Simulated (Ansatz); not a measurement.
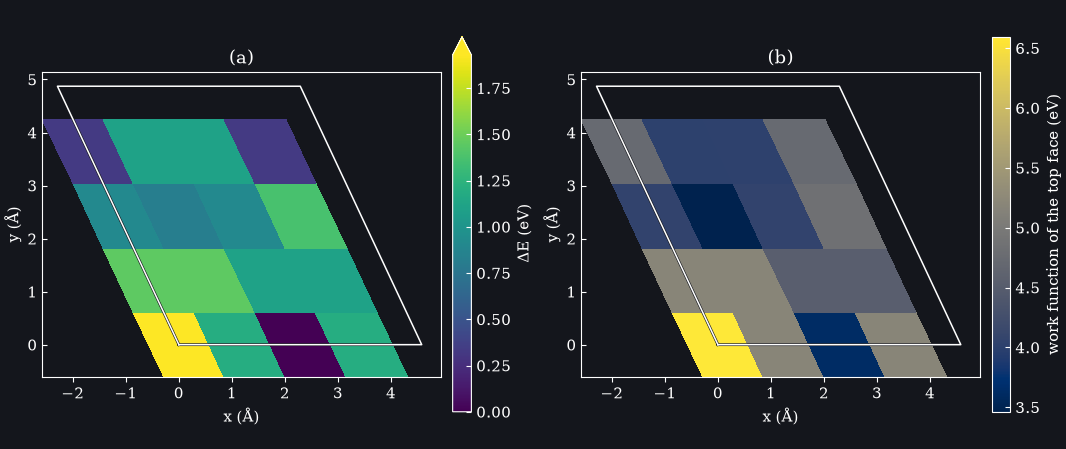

O on a Ti(101) slab cut from the P6/mmm phase, its upper half relaxed before the scan (9 atoms of substrate and one adsorbate in a 1 × 1 cell). O is moved over the surface cell; relaxed at each place: the height of the adsorbate's atoms; substrate rigid; the origin of the map has the adsorbate above Ti9. Places are given modulo a cell vector. The map is drawn in real space over the plane of the surface. The scan uses a 4 × 4 grid. Energies are in eV, from the lowest grid point. With one adsorbate in each 1 × 1 cell, its nearest image is 4.6 Å away, so neighbouring adsorbates interact. The runs have no spin polarisation; a magnetic state may lie lower. Method: DFT PBE, scalar-relativistic, plane waves, PAW (Ansatz). Settings: cutoff 420 eV, k-mesh 7×6×1, gaussian smearing 0.1 eV, no spin polarisation.

Panel (a) is the energy and panel (b) the computed work function of the top face on the same grid.

In the figure: one coloured cell a grid point, the outline of one cell of the plane, one colour for all values above the top of the scale.

**How does the work function of the top face vary over the map, and what is it at the lowest grid point?**

It runs from 3.46 eV at (1/4, 2/4) of the cell vectors [nearest 1 Ti at 1.77 Å] to 6.59 eV at the top site over a surface Ti atom, (0/4, 0/4) of the cell vectors. At the lowest grid point, a bridge site between two Ti atoms, (2/4, 0/4) of the cell vectors, it is 3.62 eV.

```csv
"second ↓, first →",0/4,1/4,2/4,3/4
3/4,4.72,4.01,4.01,4.72
2/4,4.05,3.46,4.05,4.84
1/4,5.18,5.18,4.53,4.54
0/4,6.59,5.19,3.62,5.18
```

PAW datasets: the set soft_1.
